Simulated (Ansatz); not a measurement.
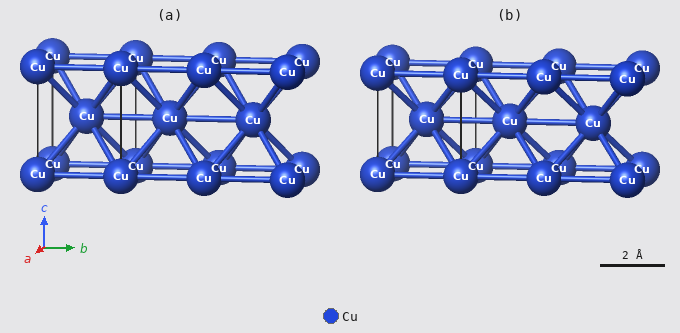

The structure of solid Cu (set up in I4/mmm) before (left) and after (right) a relaxation, at one scale.

The picture is a ball-and-stick view of the cell of the calculation, repeated 1 × 3 × 1 with one cell outlined, seen slightly off an axis.

Case: biaxial strain in the a-b plane of +6.0 %; c and atoms relaxed.

The calculation used Ansatz 0.2.0, DFT r2SCAN, scalar-relativistic, plane waves, PAW.

The input:
```yaml
crystal:
  lattice:
    - [1.8956309836, 1.8956309836, 0.0]
    - [-1.8956309836, 1.8956309836, 0.0]
    - [0.0, 0.0, 3.4479023928]
  atoms:
    - { symbol: Cu, position: [0.0, 0.0, 0.0] }
    - { symbol: Cu, position: [0.5, 0.5, 0.5] }
basis:
  ecutwfc: 500
kpoints:
  mp_grid: { grid: [20, 20, 14] }
hamiltonian:
  xc: r2scan
scf:
  occupations: { method: gaussian, width: 0.1 }
output:
  forces: true
  stress: true
  eigenvalues: true
relax:
  adjacent_minimum: "off"
  f_tol: 0.008
  max_steps: 40
  cell: { stress_tol: 0.015, fix: [a, b, gamma] }
```

Command:
```bash
ansatz run input.yaml --threads 1 --pin off --max-ram 2560MiB --backend cpu --events-out ev --progress --plain --runs-dir out
```

Summarise the run.

Answer. The run was cut off at its time limit before the relaxation converged, so the last structure is only a point on the way. The energy falls by 21.0 meV per atom in 4 geometry steps. All forces vanish by symmetry, so only the cell relaxes. The pressure goes from −10.50 to −2.29 GPa. No atom moves by more than 0.005 Å relative to the cell. The drawn cell changes as follows: a = b unchanged at 2.681 Å, c 3.448 → 3.240 Å (−6.0 %); the volume changes by −6.0 %. Some distances before and after: Cu1–Cu2 2.562 → 2.493 Å. The space group stays I4/mmm (No. 139). Cost: 6.4 min on 1 thread of Intel(R) Xeon(R) Processor @ 2.50GHz (Skylake/Cascade Lake), on a shared host, peak memory 0.64 GiB.
